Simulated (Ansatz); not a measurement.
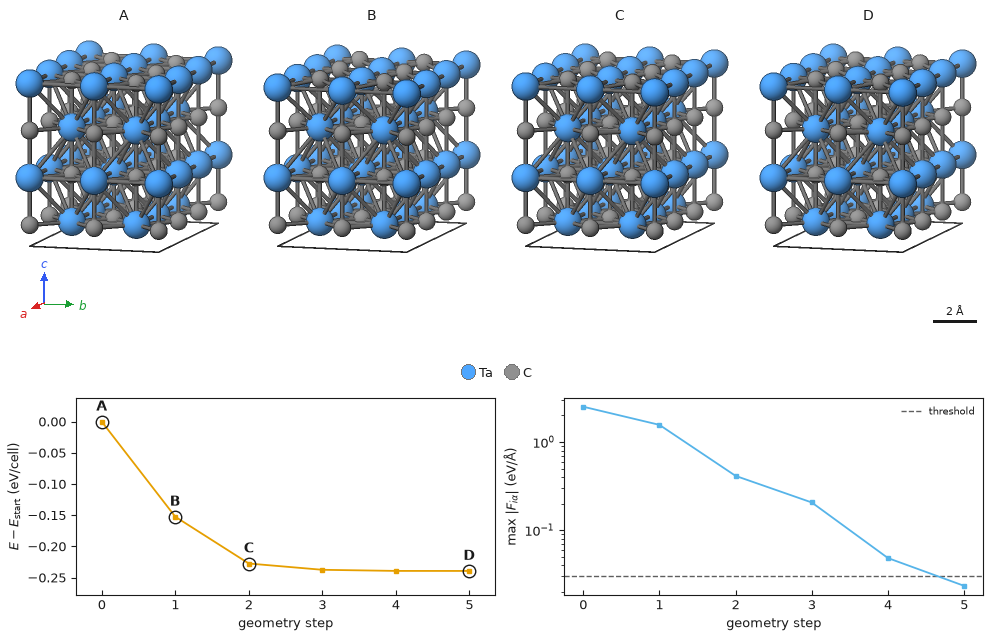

Frames of a constrained relaxation of a slab of composition TaC (cut from the Fm-3m phase), marked on the history of the run. The picture is a ball-and-stick view of the 3 × 2 repeat of the cell, outlined in the plane, without the vacuum, seen slightly off an axis.

Case: clean slab, lower half held. The slab is the (1 0 0) face of TaC. 4 atoms are held fixed.

These are results of DFT PBEsol, scalar-relativistic, plane waves, PAW in Ansatz, not measurements. Settings: plane-wave cutoff 420 eV; k-point mesh 9 × 9 × 1; occupations gaussian; smearing width 0.1 eV; no spin polarisation; dipole correction; atoms relaxed in a fixed cell; force threshold 0.03 eV/Å; at most 70 steps.

Question: Describe the path.

Answer: The largest move is that of a Ta atom, 0.15 Å along the normal (−c). By element the largest moves are Ta 0.15 Å, C 0.03 Å. The cell doesn't change. Near-neighbour distances that change, for instance: C–Ta 2.220 → 2.054 Å, C–Ta 2.220 → 2.317 Å, C–Ta 2.220 → 2.153 Å, Ta–Ta 3.139 → 3.083 Å. Bond angles that change, for instance: Ta–C–Ta 180.0° → 170.8°, Ta–C–Ta 90.0° → 85.4°, Ta–C–Ta 180.0° → 175.6°. After 5 geometry steps the energy has fallen by 0.239 eV per cell of the calculation. The largest force component goes from 2.5 to 0.023 eV/Å. Cost: 24 s on 2 threads of Intel(R) Xeon(R) 6975P-C (Granite Rapids), with other jobs on the host, peak memory 0.57 GiB. From step 0 to 1: a Ta atom moves most (0.20 Å), energy −0.152 eV per cell of the calculation. From step 1 to 2: a Ta atom moves most (0.05 Å), energy −75.0 meV per cell of the calculation. From step 2 to 5: a Ta atom moves most (0.03 Å), energy −11.9 meV per cell of the calculation.

| step | E − E(0), meV/atom | largest force component, eV/Å |
| --- | --- | --- |
| 0 | 0.00 | 2.5151 |
| 1 | -19.05 | 1.5655 |
| 2 | -28.42 | 0.4128 |
| 3 | -29.68 | 0.2061 |
| 4 | -29.90 | 0.0482 |
| 5 | -29.91 | 0.0233 |
